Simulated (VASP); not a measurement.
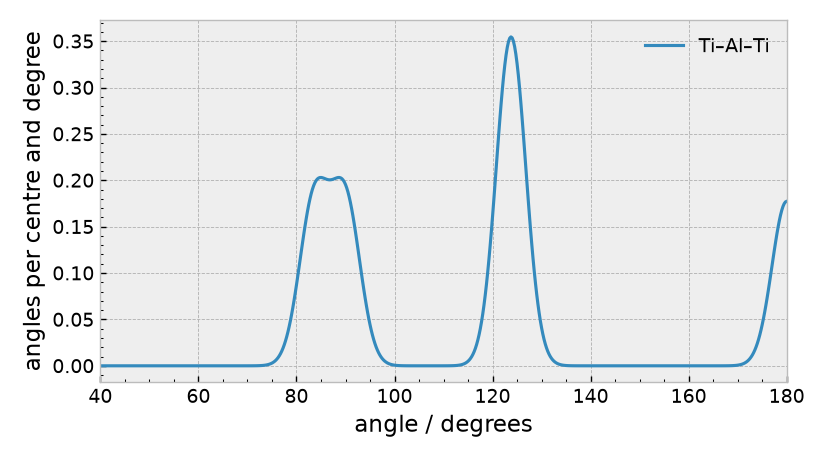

Bond-angle distributions computed from the structure of TiAl₃; each angle is a Gaussian of σ = 3.0°. Bonds counted: Al–Ti up to 3.07 Å. Structure used: the end point of a relaxation with VASP, VASP Kohn-Sham DFT of a periodic cell, PBE with D3(BJ), VASP PAW PBE potentials, recommended.

### Where do the angles cluster?

Ti–Al–Ti: 84–90° (2.67 per centre); 124° (2.67 per centre); 180° (0.67 per centre)

The structure has space group I4/mmm (No. 139); other forms of this composition would give other results.
